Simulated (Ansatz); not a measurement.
**Run report: Rh, single-point calculation**

- system: Rh (I4/mmm, 1 atom in the cell)
- method: DFT r2SCAN, scalar-relativistic, plane waves, PAW, no spin polarisation (Ansatz 0.2.0)

The structure derives from an entry of the Crystallography Open Database. It belongs to a series of runs on one base structure; here: strain -0.0150 x Voigt [0, 0, 1, 0, 0, 0], atoms carried along. Figures and captions count atoms from 1; the log counts them from 0 in places.

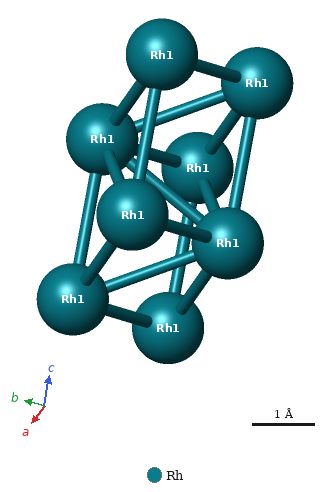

Figure 1. The structure (ball-and-stick view of the reduced cell, seen at an oblique angle; atoms are numbered from 1 in the order of the input). An atom can appear more than once, as a periodic image.

**The input**
```yaml
crystal:
  lattice:
    - [0.0, 1.90155, 1.87302675]
    - [1.90155, 0.0, 1.87302675]
    - [1.90155, 1.90155, 0.0]
  atoms:
    - { symbol: Rh, position: [0.0, 0.0, 0.0] }
basis:
  ecutwfc: 500
kpoints:
  mp_grid: { grid: [22, 22, 22] }
hamiltonian:
  xc: r2scan
scf:
  occupations: { method: gaussian, width: 0.15 }
output:
  forces: true
  stress: true
  eigenvalues: true
  write_density: true
  write_potential: true
  elf: true
  volumetric_format: npy
```

Launched with:
```bash
ansatz run input.yaml --threads 1 --pin off --max-ram 2560MiB --backend cpu --events-out ev --progress --plain --runs-dir out
```

**Log**
```
Engine: ansatz 0.2.0, x86_64-unknown-linux-gnu
Pseudopotentials: kind: paw
Pseudopotential: Rh, paw, valence charge 17, recommended cutoff 500 eV (meta_gga), Rh.paw.azcp
Functional definition: r2SCAN
  parameter k0 = 0.174
  parameter k1 = 0.065
  parameter a1 = 4.9479
  exchange = r2scan_x(k0 = k0, k1 = k1, a1 = a1)
  correlation = r2scan_c
Crystal: 1 atoms, lattice volume = 13.545 Å³
Basis set: ecut = 500 eV, 331 PW (Γ), exchange–correlation on 80×80×80 points (64 copies of the dense FFT grid, shifted against one another)
Bands: 13, of which v1, the nominal top of the filled ones, is band 9 counted from 1 (8 counted from 0)
Symmetry: 16 space group operations
Space group: I4/mmm (ITA 139), of the structure as read, at distance tolerance 2.4e-5 Å
k-points: 834 of 10648
Non-local potential: Rh, projectors of the file, l = 0: 3, l = 1: 2, l = 2: 2, l = 3: 1
PAW form: soft (Blöchl's): semilocal exchange-correlation on the pseudo side does not see the compensation charge
PAW frozen core: Rh, regenerated for the run's functional (the file was generated under x = pbe(κ = 0.804, μ = 0.2195149727645171), c = pbe(β = 0.06672455060314922))
PAW one-centre angular grid: Rh, 590 points (default); XC on 160 Gauss nodes
Initial density: superposition of atomic densities (neutral atoms: chi_scale 0, normalization atom), corrected by the library's trained network
Initial wavefunctions: pseudopotential atomic-orbital guess
Functional: x = r2scan, c = r2scan; τ floored in thin density (d = 2e-4 eV/Å³)
SCF iter   1: F=—  HF=-6415.264963 eV  |F-HF|=—  |Δ(HF+E_count)|=         —  Δρ=1.03e-2  dr2=3.92e-3  dr2_τ=1.03e-2  ethr=1.77e-3  ⟨swp⟩=5.0  Hψ=61038  notcnv=0
preconditioner: auto → none  [metal: Δε(μ)=0.004 eV  Ē_g=14.841 eV  σ=0.150 eV  W_gap=0.02  n_scr=0 (ndim 8)  ℏωp=30.3 eV  f_vac=0.000  D(μ)=1.26/eV (n_scr^D=14)]
SCF iter   2: F=—  HF=-6415.276434 eV  |F-HF|=—  |Δ(HF+E_count)|=   1.15e-2  Δρ=5.54e-3  dr2=1.24e-3  dr2_τ=1.93e-4  ethr=2.30e-5  ⟨swp⟩=2.1  Hψ=22210  notcnv=0
SCF iter   3: F=—  HF=-6415.276752 eV  |F-HF|=—  |Δ(HF+E_count)|=   3.18e-4  Δρ=8.32e-4  dr2=8.80e-5  dr2_τ=1.04e-5  ethr=7.31e-6  ⟨swp⟩=2.6  Hψ=16852  notcnv=0
SCF iter   4: F=—  HF=-6415.276753 eV  |F-HF|=—  |Δ(HF+E_count)|=   1.46e-6  Δρ=2.81e-4  dr2=4.99e-6  dr2_τ=2.34e-6  ethr=5.18e-7  ⟨swp⟩=2.4  Hψ=15896  notcnv=0
SCF iter   5: F=—  HF=-6415.276755 eV  |F-HF|=—  |Δ(HF+E_count)|=   1.63e-6  Δρ=8.51e-5  dr2=4.79e-7  dr2_τ=7.81e-8  ethr=2.94e-8  ⟨swp⟩=2.8  Hψ=18820  notcnv=0
SCF iter   6: F=-6415.276756 eV  HF=-6415.276756 eV  |F-HF|=5.19e-9  |Δ(HF+E_count)|=   1.01e-6  Δρ=8.45e-6  dr2=2.74e-9  dr2_τ=2.55e-9  ethr=5.88e-10  ⟨swp⟩=10.0  Hψ=75478  notcnv=0
SCF 1 converged in 6 iterations: F = -6415.276756 eV  dr2 = 2.74e-9
  greatest PAW one-centre occupation: 1.000 electrons in one spin orbital (limit 2), on the Rh atom at site 0 (counted from 0), in its partial waves of l = 0
SCF converged after 6 iterations
Free energy (F): -6415.276756 eV
Harris-Foulkes:  -6415.276756 eV  (|F-HF|=5.19e-9)
Internal energy: -6415.262578 eV  (E = F + TS)
E sigma→0 (E₀):  -6415.269667 eV
Entropy (-TS):   -0.014178 eV (-14.178 meV/atom)
Fermi energy:    22.629793 eV
--- Per-component energies (eV) ---
  E_band       = -96.121181
  E_kinetic    = 573.697750
  E_local      = -1545.861252  (includes V_loc(G=0)·N_el)
  E_nonlocal   = 355.338572
  E_hartree    = 544.312422
  E_xc         = -217.028643
  E_vxc        = -314.452475  (∫ρ·V_xc dr)
  E_paw        = -3604.225189  (= ΣΔE_a)
  E_vpaw       = -274.736086  (= ΣTr[D̂ρ^β])
  E_aug_tail   = 0.000651  (compensation charges beyond the density's cutoff)
  E_vtau       = 21.266748  (kinetic-family band-sum trace: ∫τ·v_τ [+ j·A + Jᵃ·Aᵃ] dr)
  E_ewald      = -2521.126929
  E_core_change = -0.369959  (= ΣΔE_core)
  E_smearing   = -0.014178  (= −TS)
  E_closure    = 0.000000  (closes the sum)
  Σ components = -6415.276756   (vs F -6415.276756, Δ=0.00e0)
--- Forces (eV/Å), atoms counted from 1 ---
  atom   1  Rh     0.00000000     0.00000000     0.00000000
  max |Σ_I F_I| component: 1.23e-32 eV/Å
--- Stress (GPa, compression-positive) ---
        2.514552       0.000000       0.000000
        0.000000       2.514552       0.000000
        0.000000       0.000000       6.311057
  P = ⅓ Tr σ = 3.7801 GPa (37.801 kbar)
--- Band table (eV; the first three rows and the last of 834) ---
  k-point 0: bands = ["-58.5536", "-25.1729", "-25.1729", "-25.1639", "14.3762", "19.3390", "19.3390", "19.5081", "21.4359", "21.6395", "39.1023", "44.6532", "44.6532"]
  k-point 1: bands = ["-58.5509", "-25.1878", "-25.1753", "-25.1682", "14.4648", "19.3194", "19.3742", "19.5226", "21.4178", "21.6179", "39.2308", "44.2977", "44.7810"]
  k-point 2: bands = ["-58.5432", "-25.2370", "-25.1826", "-25.1750", "14.7227", "19.2340", "19.4701", "19.5979", "21.3755", "21.5637", "39.5903", "43.2647", "45.1570"]
  k-point 833: bands = ["-58.3739", "-25.9364", "-25.4853", "-25.4853", "15.9475", "16.3229", "23.1547", "23.7193", "23.7193", "26.3903", "36.0086", "36.5186", "36.5186"]
```

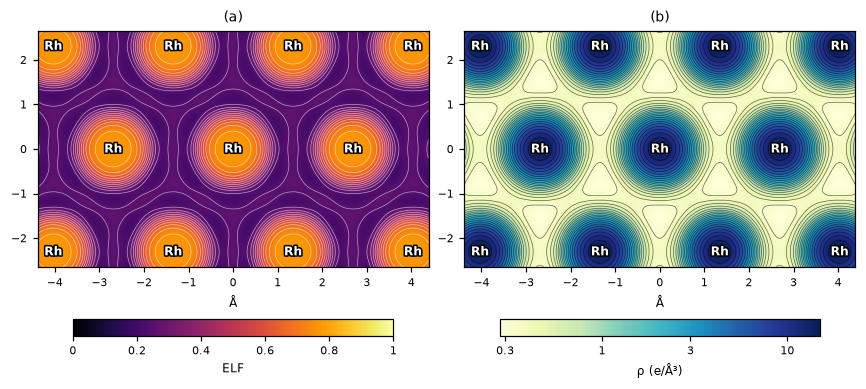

Figure 2. (a) ELF; (b) valence pseudo-density on the (011) plane of the conventional cell. Rh–Rh (2.67 Å): the density is about 0.38 e/Å³ at the midpoint; the ELF is about 0.25 at the midpoint; no localised pair between them. Away from the nuclei the density in this plane falls to 0.28 e/Å³ at its lowest. The strong features right at Rh lie inside the PAW spheres (semicore, d or f shells) and say nothing about bonding. Core electrons are frozen (PAW), so the fields are smoothed inside the atomic spheres.

**Results in brief**

| quantity | value |
| --- | --- |
| outcome | converged |
| space group (tolerance 0.01 Å) | I4/mmm (139) |
| electrons treated | 17 |
| free energy | −6415.2768 eV |
| Fermi energy | 22.630 eV |
| gap on the k-point mesh | none (metallic) |
| pressure | 3.78 GPa |
| largest force (length of the vector) | under 0.001 eV/Å |
| hardware | 1 thread of Intel Xeon @ 2.70GHz, 189 GiB of memory available, shared host |
| wall time | 23 s |
| peak memory | 0.48 GiB |
